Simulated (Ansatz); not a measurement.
Geometry relaxation of Al2As2H (part 1 of 4)

The run: geometry relaxation of Al2As2H (slab, 10 atoms in the cell). Method and program: DFT PBEsol, scalar-relativistic, plane waves, PAW, no spin polarisation (Ansatz 0.2.0).

The structure derives from an entry of the Crystallography Open Database. The input holds or restrains some coordinates. Forces given for the steps count only the free coordinates. It belongs to a series of runs on one base structure; here: H2 put at a hollow Al-As-Al site.

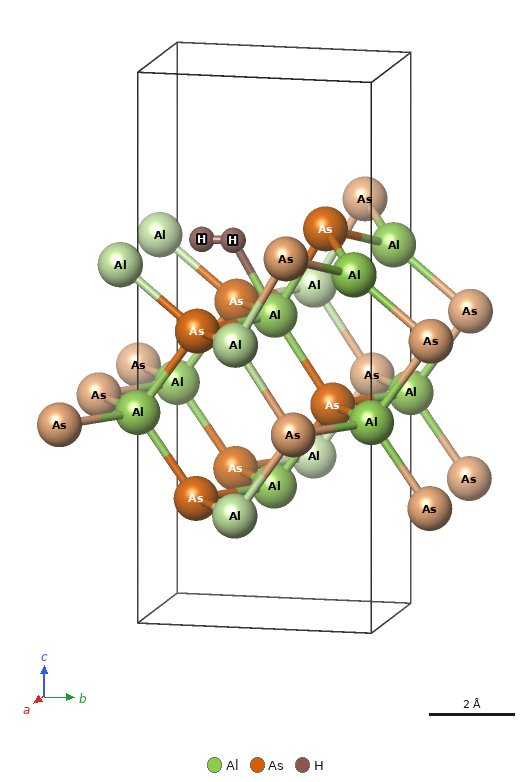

*The starting structure (ball-and-stick view of the cell of the calculation, with the vacuum cut short, seen slightly off an axis; neighbours outside the cell are drawn fainter). An atom can appear more than once, as a periodic image.*

## Summary

| quantity | value |
| --- | --- |
| outcome | converged under the restraints of the input |
| electrons treated | 74 |
| free energy | −21382.0762 eV |
| work function, top face | 4.09 eV |
| work function, bottom face | 4.40 eV |
| Fermi energy | −0.635 eV |
| gap on the k-point mesh | 1.01 eV |
| final volume | 569.67 Å³ |
| work function (upper face) | 4.09 eV |
| largest force (length of the vector) at the end, held atoms and coordinates included | 1.774 eV/Å |
| hardware | 4 threads of Intel Xeon @ 2.50GHz (Skylake/Cascade Lake), 32 GiB of memory available, shared host |
| wall time | 8.5 min (CPU time 33 min) |
| peak memory | 1.3 GiB |

## Notes

Warnings of the run: the exchange-correlation potential is rough where the density is thin.

## The input
```yaml
crystal:
  lattice:
    - [4.0125456551, 0.0, 0.0]
    - [0.0, 5.6745964851, 0.0]
    - [0.0, 0.0, 25.0188184827]
  atoms:
    - { symbol: Al, position: [0.5, 0.5, 0.3397442611] }
    - { symbol: As, position: [0.0, 0.25, 0.3397442611] }
    - { symbol: Al, position: [0.0, 0.0, 0.4199348117] }
    - { symbol: As, position: [0.5, 0.75, 0.4199348117] }
    - { symbol: Al, position: [0.5, 0.5024042717, 0.5037422482] }
    - { symbol: As, position: [0.0, 0.2548787233, 0.500393221] }
    - { symbol: Al, position: [0.0, -0.0743761872, 0.5609226279] }
    - { symbol: As, position: [0.5, 0.7192183136, 0.58860953] }
    - { symbol: H, position: [0.5, 0.1901553131, 0.573420963] }
    - { symbol: H, position: [0.488482315, 0.3220721373, 0.573420963] }
basis:
  ecutwfc: 420
kpoints:
  mp_grid: { grid: [7, 5, 1] }
hamiltonian:
  xc: pbesol
scf:
  occupations: { method: gaussian, width: 0.05 }
output:
  forces: true
  eigenvalues: true
  write_density: true
  write_potential: true
  elf: true
  volumetric_format: npy
relax:
  adjacent_minimum: "off"
  f_tol: 0.03
  max_steps: 70
  constraints: [{ sites: [0, 1, 2, 3] }]
efield:
  axis: 3
  dipole_correction: true
  ramp_width: 0.04
```

Launch command:
```bash
ansatz run input.yaml --threads 4 --pin off --max-ram 10240MiB --backend cpu --events-out ev --progress --plain --runs-dir out
```

## What the program printed
```
Engine: ansatz 0.2.0, x86_64-unknown-linux-gnu
Pseudopotentials: kind: paw
Pseudopotential: Al, paw, valence charge 3, recommended cutoff 420 eV (normal), Al.paw.azcp
Pseudopotential: As, paw, valence charge 15, recommended cutoff 420 eV (normal), As.paw.azcp
Pseudopotential: H, paw, valence charge 1, recommended cutoff 420 eV (normal), H.paw.azcp
Functional definition: PBEsol
  exchange = pbesol_x
  correlation = pbesol_c
Crystal: 10 atoms, lattice volume = 569.668 Å³
Basis set: ecut = 420 eV, 11205 PW (Γ), exchange–correlation on 54×80×360 points (8 copies of the dense FFT grid, shifted against one another)
Bands: 47, of which v1, the nominal top of the filled ones, is band 37 counted from 1 (36 counted from 0)
Symmetry: 1 space group operations
Space group: P1 (ITA 1), of the structure as read, at distance tolerance 8.3e-5 Å
k-points: 18 of 35 (time reversal used)
Non-local potential: Al, projectors of the file, l = 0: 2, l = 1: 2, l = 2: 1
Non-local potential: As, projectors of the file, l = 0: 2, l = 1: 2, l = 2: 3, l = 3: 1
Non-local potential: H, projectors of the file, l = 0: 2, l = 1: 1
PAW form: soft (Blöchl's): semilocal exchange-correlation on the pseudo side does not see the compensation charge
PAW frozen core: Al, regenerated for the run's functional, and the local potential with it (the file was generated under x = pbe(κ = 0.804, μ = 0.2195149727645171), c = pbe(β = 0.06672455060314922))
PAW frozen core: As, regenerated for the run's functional, and the local potential with it (the file was generated under x = pbe(κ = 0.804, μ = 0.2195149727645171), c = pbe(β = 0.06672455060314922))
PAW one-centre angular grid: Al, 110 points (default); XC on 64 Gauss nodes
PAW one-centre angular grid: As, 590 points (default); XC on 64 Gauss nodes
PAW one-centre angular grid: H, 110 points (default); XC on 64 Gauss nodes
Initial density: superposition of atomic densities (neutral atoms: chi_scale 0, normalization atom), corrected by the library's trained network
Initial wavefunctions: pseudopotential atomic-orbital guess
Functional: x = pbesol(κ = 0.804, μ = 0.12345679012345678), c = pbesol(β = 0.046)
SCF iter   1: F=—  HF=-21381.312737 eV  |F-HF|=—  |Δ(HF+E_count)|=         —  Δρ=2.10e-3  dr2=5.80e-2  ethr=1.77e-3  p=0.017 e·Å  D=5.50e-3 V/Å  ΔV_dip=-0.14 eV  dr2_dipole=5.44e-3  V_vac-E_F(+/−)=4.49/4.62 eV  ⟨swp⟩=7.9  Hψ=3809  notcnv=0  defer=17
efield: sawtooth ramp at fractional position 0.9442 (placed from the atoms, in the widest stretch of the axis that holds none; the zero of the levels goes with the place), width 0.0400; the density the first Hamiltonian is built on has a dipole p = 0.017 e·Å; the dipole correction subtracts the counter field D = 5.50e-3 V/Å, which shifts the + side's vacuum level by -0.14 eV against the − side's; the planar-averaged density in the ramp window peaks in size at 1.9e-6 e/Å³
preconditioner: auto → Resta (q_TF=auto, 1.942 Å⁻¹)  ε∞=2.3  [insulator: Δε(μ)=0.866 eV  Ē_g=8.106 eV  σ=0.050 eV  W_gap=1.00  n_scr=70 (ndim 8)  ℏωp=9.1 eV  f_vac=0.616  D(μ)=0.00/eV (n_scr^D=0)  ε∞_Penn≈2.3  vacuum switching on, ρ_ref=4.8e-3 e/Å³]
SCF iter   2: F=—  HF=-21381.306756 eV  |F-HF|=—  |Δ(HF+E_count)|=   5.98e-3  Δρ=1.05e-3  dr2=3.58e-2  ethr=7.83e-5  p=-0.030 e·Å  D=-9.40e-3 V/Å  ΔV_dip=0.24 eV  dr2_dipole=1.22e-2  V_vac-E_F(+/−)=4.66/4.43 eV  ⟨swp⟩=2.8  Hψ=1366  notcnv=0  defer=68
SCF iter   3: F=—  HF=-21381.306128 eV  |F-HF|=—  |Δ(HF+E_count)|=   6.28e-4  Δρ=8.22e-4  dr2=2.91e-2  ethr=4.84e-5  p=0.017 e·Å  D=5.34e-3 V/Å  ΔV_dip=-0.13 eV  dr2_dipole=1.08e-2  V_vac-E_F(+/−)=4.42/4.56 eV  ⟨swp⟩=2.6  Hψ=1054  notcnv=0  defer=68
SCF iter   4: F=—  HF=-21381.303184 eV  |F-HF|=—  |Δ(HF+E_count)|=   2.94e-3  Δρ=2.80e-4  dr2=7.71e-4  ethr=3.93e-5  p=-0.010 e·Å  D=-3.07e-3 V/Å  ΔV_dip=0.08 eV  dr2_dipole=7.27e-5  V_vac-E_F(+/−)=4.54/4.46 eV  ⟨swp⟩=1.2  Hψ=997  notcnv=0  defer=63
SCF iter   5: F=—  HF=-21381.303402 eV  |F-HF|=—  |Δ(HF+E_count)|=   2.18e-4  Δρ=1.10e-4  dr2=1.04e-4  ethr=1.04e-6  p=-0.009 e·Å  D=-2.70e-3 V/Å  ΔV_dip=0.07 eV  dr2_dipole=8.65e-7  V_vac-E_F(+/−)=4.53/4.46 eV  ⟨swp⟩=2.0  Hψ=1065  notcnv=0  defer=63
SCF iter   6: F=-21381.303432 eV  HF=-21381.303433 eV  |F-HF|=8.43e-7  |Δ(HF+E_count)|=   3.14e-5  Δρ=3.99e-5  dr2=1.78e-5  ethr=3.04e-8  p=-0.008 e·Å  D=-2.59e-3 V/Å  ΔV_dip=0.06 eV  dr2_dipole=5.29e-8  V_vac-E_F(+/−)=4.52/4.46 eV  ⟨swp⟩=22.0  Hψ=7794  notcnv=0
SCF 1 converged in 6 iterations: F = -21381.303432 eV  dr2 = 1.78e-5
  greatest PAW one-centre occupation: 0.999 electrons in one spin orbital (limit 2), on the As atom at site 7 (counted from 0), in its partial waves of l = 2
relax step   1: F+E_penalty+E_count = -21381.30343247 eV  Δ(F+E_penalty+E_count) = +0.000e0 eV  max|allowed force component| = 1.235e0 eV/Å  Δτ_max = 0.0000 Å  (6 SCF iters, dr2 threshold 2.25e-5 eV, accepted)
Initial density: handed on by an earlier stage of this run
Initial wavefunctions: those handed on with the density
iter 1 solved again at ethr=2.05e-4 eV; its pass at ethr=3.10e-3 eV (dr2=1.52e-1 eV) is discarded
SCF iter   1: F=—  HF=-21381.567662 eV  |F-HF|=—  |Δ(HF+E_count)|=         —  Δρ=6.62e-3  dr2=1.53e-1  ethr=2.05e-4  p=-0.008 e·Å  D=-2.60e-3 V/Å  ΔV_dip=0.06 eV  dr2_dipole=1.79e-4  V_vac-E_F(+/−)=4.55/4.48 eV  ⟨swp⟩=1.3  Hψ=2975  notcnv=0  defer=55
efield: sawtooth ramp at fractional position 0.9442 (handed on by an earlier solve), width 0.0400; the density the first Hamiltonian is built on has a dipole p = -0.008 e·Å; the dipole correction subtracts the counter field D = -2.60e-3 V/Å, which shifts the + side's vacuum level by +0.06 eV against the − side's; the planar-averaged density in the ramp window peaks in size at 1.3e-7 e/Å³
preconditioner: auto → Resta (q_TF=auto, 1.942 Å⁻¹)  ε∞=2.3  [insulator: Δε(μ)=0.849 eV  Ē_g=8.104 eV  σ=0.050 eV  W_gap=1.00  n_scr=70 (ndim 8)  ℏωp=9.1 eV  f_vac=0.616  D(μ)=0.00/eV (n_scr^D=0)  ε∞_Penn≈2.3  vacuum switching on, ρ_ref=4.8e-3 e/Å³]
SCF iter   2: F=—  HF=-21381.533751 eV  |F-HF|=—  |Δ(HF+E_count)|=   3.39e-2  Δρ=3.19e-3  dr2=3.13e-2  ethr=2.05e-4  p=-0.016 e·Å  D=-4.98e-3 V/Å  ΔV_dip=0.12 eV  dr2_dipole=2.10e-5  V_vac-E_F(+/−)=4.61/4.48 eV  ⟨swp⟩=2.2  Hψ=1141  notcnv=0  defer=55
SCF iter   3: F=—  HF=-21381.527596 eV  |F-HF|=—  |Δ(HF+E_count)|=   6.15e-3  Δρ=4.32e-4  dr2=5.08e-3  ethr=4.23e-5  p=-0.006 e·Å  D=-1.95e-3 V/Å  ΔV_dip=0.05 eV  dr2_dipole=1.06e-3  V_vac-E_F(+/−)=4.54/4.49 eV  ⟨swp⟩=2.0  Hψ=1104  notcnv=0  defer=58
SCF iter   4: F=—  HF=-21381.527124 eV  |F-HF|=—  |Δ(HF+E_count)|=   4.73e-4  Δρ=2.09e-4  dr2=2.62e-3  ethr=6.86e-6  p=-0.021 e·Å  D=-6.78e-3 V/Å  ΔV_dip=0.17 eV  dr2_dipole=1.06e-3  V_vac-E_F(+/−)=4.64/4.47 eV  ⟨swp⟩=2.0  Hψ=1063  notcnv=0  defer=58
SCF iter   5: F=—  HF=-21381.526822 eV  |F-HF|=—  |Δ(HF+E_count)|=   3.02e-4  Δρ=9.16e-5  dr2=1.41e-4  ethr=3.54e-6  p=-0.014 e·Å  D=-4.58e-3 V/Å  ΔV_dip=0.11 eV  dr2_dipole=1.94e-6  V_vac-E_F(+/−)=4.61/4.49 eV  ⟨swp⟩=1.8  Hψ=854  notcnv=0  defer=58
SCF iter   6: F=-21381.526805 eV  HF=-21381.526806 eV  |F-HF|=7.73e-7  |Δ(HF+E_count)|=   1.57e-5  Δρ=3.81e-5  dr2=1.05e-5  ethr=1.29e-7  p=-0.014 e·Å  D=-4.51e-3 V/Å  ΔV_dip=0.11 eV  dr2_dipole=1.14e-6  V_vac-E_F(+/−)=4.60/4.49 eV  ⟨swp⟩=21.0  Hψ=7613  notcnv=0
SCF 2 converged in 6 iterations: F = -21381.526805 eV  dr2 = 1.05e-5
relax step   2: F+E_penalty+E_count = -21381.52680534 eV  Δ(F+E_penalty+E_count) = -2.234e-1 eV  max|allowed force component| = 4.378e-1 eV/Å  Δτ_max = 0.1927 Å  (6 SCF iters, dr2 threshold 9.54e-5 eV, accepted)
[... from here on the SCF iterations and repeated set-up lines of each step are left out, up to the last step ...]
SCF 3 converged in 6 iterations: F = -21381.622810 eV  dr2 = 3.73e-6
relax step   3: F+E_penalty+E_count = -21381.62280971 eV  Δ(F+E_penalty+E_count) = -9.600e-2 eV  max|allowed force component| = 2.653e-1 eV/Å  Δτ_max = 0.1949 Å  (6 SCF iters, dr2 threshold 1.20e-5 eV, accepted)
SCF 4 converged in 6 iterations: F = -21381.701457 eV  dr2 = 4.36e-6
relax step   4: F+E_penalty+E_count = -21381.70145655 eV  Δ(F+E_penalty+E_count) = -7.865e-2 eV  max|allowed force component| = 2.167e-1 eV/Å  Δτ_max = 0.1921 Å  (6 SCF iters, dr2 threshold 8.84e-6 eV, accepted)
SCF 5 converged in 6 iterations: F = -21381.762131 eV  dr2 = 4.02e-6
relax step   5: F+E_penalty+E_count = -21381.76213066 eV  Δ(F+E_penalty+E_count) = -6.067e-2 eV  max|allowed force component| = 1.618e-1 eV/Å  Δτ_max = 0.1942 Å  (6 SCF iters, dr2 threshold 1.72e-5 eV, accepted)
SCF 6 converged in 6 iterations: F = -21381.812858 eV  dr2 = 4.20e-6
relax step   6: F+E_penalty+E_count = -21381.81285811 eV  Δ(F+E_penalty+E_count) = -5.073e-2 eV  max|allowed force component| = 1.429e-1 eV/Å  Δτ_max = 0.1950 Å  (6 SCF iters, dr2 threshold 1.46e-5 eV, accepted)
SCF 7 converged in 6 iterations: F = -21381.853163 eV  dr2 = 5.09e-6
relax step   7: F+E_penalty+E_count = -21381.85316267 eV  Δ(F+E_penalty+E_count) = -4.030e-2 eV  max|allowed force component| = 1.229e-1 eV/Å  Δτ_max = 0.1950 Å  (6 SCF iters, dr2 threshold 1.14e-5 eV, accepted)
SCF 8 converged in 7 iterations: F = -21381.887047 eV  dr2 = 1.08e-6
relax step   8: F+E_penalty+E_count = -21381.88704727 eV  Δ(F+E_penalty+E_count) = -3.388e-2 eV  max|allowed force component| = 9.360e-2 eV/Å  Δτ_max = 0.1950 Å  (7 SCF iters, dr2 threshold 1.12e-5 eV, accepted)
SCF 9 converged in 7 iterations: F = -21381.916669 eV  dr2 = 4.38e-7
relax step   9: F+E_penalty+E_count = -21381.91666923 eV  Δ(F+E_penalty+E_count) = -2.962e-2 eV  max|allowed force component| = 1.902e-1 eV/Å  Δτ_max = 0.1925 Å  (7 SCF iters, dr2 threshold 5.08e-6 eV, accepted)
SCF 10 converged in 6 iterations: F = -21381.941476 eV  dr2 = 7.89e-6
relax step  10: F+E_penalty+E_count = -21381.94147574 eV  Δ(F+E_penalty+E_count) = -2.481e-2 eV  max|allowed force component| = 1.394e-1 eV/Å  Δτ_max = 0.1951 Å  (6 SCF iters, dr2 threshold 2.10e-5 eV, accepted)
SCF 11 converged in 6 iterations: F = -21381.961811 eV  dr2 = 4.55e-6
relax step  11: F+E_penalty+E_count = -21381.96181087 eV  Δ(F+E_penalty+E_count) = -2.034e-2 eV  max|allowed force component| = 5.277e-2 eV/Å  Δτ_max = 0.1905 Å  (6 SCF iters, dr2 threshold 1.04e-5 eV, accepted)
SCF 12 converged in 10 iterations: F = -21381.977613 eV  dr2 = 6.82e-10
relax step  12: F+E_penalty+E_count = -21381.97761277 eV  Δ(F+E_penalty+E_count) = -1.580e-2 eV  max|allowed force component| = 3.798e-2 eV/Å  Δτ_max = 0.1957 Å  (10 SCF iters, accepted)
SCF 13 converged in 10 iterations: F = -21381.988749 eV  dr2 = 7.46e-10
relax step  13: F+E_penalty+E_count = -21381.98874851 eV  Δ(F+E_penalty+E_count) = -1.114e-2 eV  max|allowed force component| = 3.391e-2 eV/Å  Δτ_max = 0.1954 Å  (10 SCF iters, accepted)
SCF 14 converged in 10 iterations: F = -21381.995993 eV  dr2 = 8.58e-10
relax step  14: F+E_penalty+E_count = -21381.99599252 eV  Δ(F+E_penalty+E_count) = -7.244e-3 eV  max|allowed force component| = 4.268e-2 eV/Å  Δτ_max = 0.1947 Å  (10 SCF iters, accepted)
SCF 15 converged in 8 iterations: F = -21382.000064 eV  dr2 = 3.86e-8
relax step  15: F+E_penalty+E_count = -21382.00006367 eV  Δ(F+E_penalty+E_count) = -4.071e-3 eV  max|allowed force component| = 5.705e-2 eV/Å  Δτ_max = 0.1938 Å  (8 SCF iters, dr2 threshold 1.45e-6 eV, accepted)
SCF 16 converged in 8 iterations: F = -21382.001946 eV  dr2 = 2.81e-8
relax step  16: F+E_penalty+E_count = -21382.00194599 eV  Δ(F+E_penalty+E_count) = -1.882e-3 eV  max|allowed force component| = 1.052e-2 eV/Å  Δτ_max = 0.1935 Å  (8 SCF iters, dr2 threshold 3.25e-6 eV, accepted)
SCF 17 converged in 2 iterations: F = -21382.001946 eV  dr2 = 1.05e-8
relax step  17: F+E_penalty+E_count = -21382.00194599 eV  Δ(F+E_penalty+E_count) = -6.716e-9 eV  max|allowed force component| = 1.049e-2 eV/Å  Δτ_max = 0.0000 Å  (2 SCF iters, accepted)
SCF 18 converged in 8 iterations: F = -21382.002265 eV  dr2 = 8.37e-9
relax step  18: F+E_penalty+E_count = -21382.00226534 eV  Δ(F+E_penalty+E_count) = -3.193e-4 eV  max|allowed force component| = 3.614e-2 eV/Å  Δτ_max = 0.0985 Å  (8 SCF iters, accepted)
SCF 19 converged in 6 iterations: F = -21382.002525 eV  dr2 = 3.69e-7
relax step  19: F+E_penalty+E_count = -21382.00252523 eV  Δ(F+E_penalty+E_count) = -2.599e-4 eV  max|allowed force component| = 3.417e-2 eV/Å  Δτ_max = 0.0748 Å  (6 SCF iters, dr2 threshold 1.30e-6 eV, accepted)
SCF 20 converged in 6 iterations: F = -21382.002990 eV  dr2 = 9.50e-8
relax step  20: F+E_penalty+E_count = -21382.00299036 eV  Δ(F+E_penalty+E_count) = -4.651e-4 eV  max|allowed force component| = 3.826e-2 eV/Å  Δτ_max = 0.1122 Å  (6 SCF iters, dr2 threshold 1.04e-6 eV, accepted)
SCF 21 converged in 7 iterations: F = -21382.004149 eV  dr2 = 7.08e-8
relax step  21: F+E_penalty+E_count = -21382.00414940 eV  Δ(F+E_penalty+E_count) = -1.159e-3 eV  max|allowed force component| = 7.688e-2 eV/Å  Δτ_max = 0.1962 Å  (7 SCF iters, dr2 threshold 1.31e-6 eV, accepted)
SCF 22 converged in 7 iterations: F = -21382.005380 eV  dr2 = 4.13e-7
relax step  22: F+E_penalty+E_count = -21382.00538047 eV  Δ(F+E_penalty+E_count) = -1.231e-3 eV  max|allowed force component| = 1.614e-1 eV/Å  Δτ_max = 0.1949 Å  (7 SCF iters, dr2 threshold 5.91e-6 eV, accepted)
SCF 23 converged in 6 iterations: F = -21382.008497 eV  dr2 = 3.23e-6
relax step  23: F+E_penalty+E_count = -21382.00849679 eV  Δ(F+E_penalty+E_count) = -3.116e-3 eV  max|allowed force component| = 1.587e-1 eV/Å  Δτ_max = 0.1917 Å  (6 SCF iters, dr2 threshold 2.61e-5 eV, accepted)
SCF 24 converged in 5 iterations: F = -21382.012673 eV  dr2 = 1.96e-5
relax step  24: F+E_penalty+E_count = -21382.01267330 eV  Δ(F+E_penalty+E_count) = -4.177e-3 eV  max|allowed force component| = 1.577e-1 eV/Å  Δτ_max = 0.1923 Å  (5 SCF iters, dr2 threshold 2.43e-5 eV, accepted)
SCF 25 converged in 5 iterations: F = -21382.018313 eV  dr2 = 1.35e-5
relax step  25: F+E_penalty+E_count = -21382.01831257 eV  Δ(F+E_penalty+E_count) = -5.639e-3 eV  max|allowed force component| = 1.532e-1 eV/Å  Δτ_max = 0.1929 Å  (5 SCF iters, dr2 threshold 2.40e-5 eV, accepted)
SCF 26 converged in 6 iterations: F = -21382.025692 eV  dr2 = 2.11e-6
relax step  26: F+E_penalty+E_count = -21382.02569171 eV  Δ(F+E_penalty+E_count) = -7.379e-3 eV  max|allowed force component| = 1.413e-1 eV/Å  Δτ_max = 0.1934 Å  (6 SCF iters, dr2 threshold 2.22e-5 eV, accepted)
SCF 27 converged in 6 iterations: F = -21382.034893 eV  dr2 = 2.25e-6
relax step  27: F+E_penalty+E_count = -21382.03489278 eV  Δ(F+E_penalty+E_count) = -9.201e-3 eV  max|allowed force component| = 1.202e-1 eV/Å  Δτ_max = 0.1937 Å  (6 SCF iters, dr2 threshold 1.70e-5 eV, accepted)
SCF 28 converged in 6 iterations: F = -21382.045906 eV  dr2 = 3.32e-6
relax step  28: F+E_penalty+E_count = -21382.04590600 eV  Δ(F+E_penalty+E_count) = -1.101e-2 eV  max|allowed force component| = 1.006e-1 eV/Å  Δτ_max = 0.1939 Å  (6 SCF iters, dr2 threshold 1.04e-5 eV, accepted)
SCF 29 converged in 7 iterations: F = -21382.057748 eV  dr2 = 2.69e-7
relax step  29: F+E_penalty+E_count = -21382.05774810 eV  Δ(F+E_penalty+E_count) = -1.184e-2 eV  max|allowed force component| = 7.745e-2 eV/Å  Δτ_max = 0.1932 Å  (7 SCF iters, dr2 threshold 7.10e-6 eV, accepted)
SCF 30 converged in 7 iterations: F = -21382.068121 eV  dr2 = 2.27e-7
relax step  30: F+E_penalty+E_count = -21382.06812072 eV  Δ(F+E_penalty+E_count) = -1.037e-2 eV  max|allowed force component| = 5.656e-2 eV/Å  Δτ_max = 0.1914 Å  (7 SCF iters, dr2 threshold 3.55e-6 eV, accepted)
SCF 31 converged in 7 iterations: F = -21382.074791 eV  dr2 = 4.92e-7
relax step  31: F+E_penalty+E_count = -21382.07479123 eV  Δ(F+E_penalty+E_count) = -6.671e-3 eV  max|allowed force component| = 2.696e-2 eV/Å  Δτ_max = 0.1968 Å  (7 SCF iters, dr2 threshold 1.71e-6 eV, accepted)
SCF 32 converged in 4 iterations: F = -21382.074791 eV  dr2 = 3.26e-8
relax step  32: F+E_penalty+E_count = -21382.07479143 eV  Δ(F+E_penalty+E_count) = -1.949e-7 eV  max|allowed force component| = 2.691e-2 eV/Å  Δτ_max = 0.0000 Å  (4 SCF iters, accepted)
SCF 33 converged in 8 iterations: F = -21382.074825 eV  dr2 = 2.53e-8
relax step  33: F+E_penalty+E_count = -21382.07482525 eV  Δ(F+E_penalty+E_count) = -3.383e-5 eV  max|allowed force component| = 4.969e-2 eV/Å  Δτ_max = 0.1939 Å  (8 SCF iters, accepted)
SCF 34 converged in 6 iterations: F = -21382.076187 eV  dr2 = 1.28e-6
relax step  34: F+E_penalty+E_count = -21382.07618664 eV  Δ(F+E_penalty+E_count) = -1.361e-3 eV  max|allowed force component| = 2.390e-2 eV/Å  Δτ_max = 0.0888 Å  (6 SCF iters, dr2 threshold 2.46e-6 eV, accepted)
iter 1 solved again at ethr=1.72e-9 eV; its pass at ethr=3.10e-3 eV (dr2=1.27e-6 eV) is discarded
SCF iter   1: F=—  HF=-21382.076187 eV  |F-HF|=—  |Δ(HF+E_count)|=         —  Δρ=1.06e-5  dr2=1.27e-6  ethr=1.72e-9  p=0.039 e·Å  D=1.23e-2 V/Å  ΔV_dip=-0.31 eV  dr2_dipole=1.50e-7  V_vac-E_F(+/−)=4.09/4.40 eV  ⟨swp⟩=1.0  Hψ=2124  notcnv=0
efield: sawtooth ramp at fractional position 0.9442 (handed on by an earlier solve), width 0.0400; the density the first Hamiltonian is built on has a dipole p = 0.039 e·Å; the dipole correction subtracts the counter field D = 1.23e-2 V/Å, which shifts the + side's vacuum level by -0.31 eV against the − side's; the planar-averaged density in the ramp window peaks in size at 1.0e-7 e/Å³
preconditioner: auto → Resta (q_TF=auto, 1.942 Å⁻¹)  ε∞=2.3  [insulator: Δε(μ)=1.013 eV  Ē_g=8.095 eV  σ=0.050 eV  W_gap=1.00  n_scr=70 (ndim 8)  ℏωp=9.1 eV  f_vac=0.596  D(μ)=0.00/eV (n_scr^D=0)  ε∞_Penn≈2.3  vacuum switching on, ρ_ref=4.8e-3 e/Å³]
SCF iter   2: F=—  HF=-21382.076187 eV  |F-HF|=—  |Δ(HF+E_count)|=   6.53e-7  Δρ=6.71e-6  dr2=9.23e-7  ethr=1.72e-9  p=0.039 e·Å  D=1.24e-2 V/Å  ΔV_dip=-0.31 eV  dr2_dipole=1.68e-7  V_vac-E_F(+/−)=4.09/4.40 eV  ⟨swp⟩=2.0  Hψ=1016  notcnv=0
SCF iter   3: F=—  HF=-21382.076187 eV  |F-HF|=—  |Δ(HF+E_count)|=   4.53e-7  Δρ=5.06e-6  dr2=1.41e-6  ethr=1.25e-9  p=0.039 e·Å  D=1.23e-2 V/Å  ΔV_dip=-0.31 eV  dr2_dipole=6.02e-7  V_vac-E_F(+/−)=4.09/4.40 eV  ⟨swp⟩=2.0  Hψ=1016  notcnv=0
SCF iter   4: F=-21382.076187 eV  HF=-21382.076187 eV  |F-HF|=1.82e-9  |Δ(HF+E_count)|=   8.29e-9  Δρ=9.13e-7  dr2=1.56e-8  ethr=1.35e-10  p=0.039 e·Å  D=1.24e-2 V/Å  ΔV_dip=-0.31 eV  dr2_dipole=1.43e-9  V_vac-E_F(+/−)=4.09/4.40 eV  ⟨swp⟩=9.4  Hψ=5511  notcnv=0
SCF 35 converged in 4 iterations: F = -21382.076187 eV  dr2 = 1.56e-8
relax step  35: F+E_penalty+E_count = -21382.07618712 eV  Δ(F+E_penalty+E_count) = -4.799e-7 eV  max|allowed force component| = 2.378e-2 eV/Å  Δτ_max = 0.0000 Å  (4 SCF iters, accepted)
```
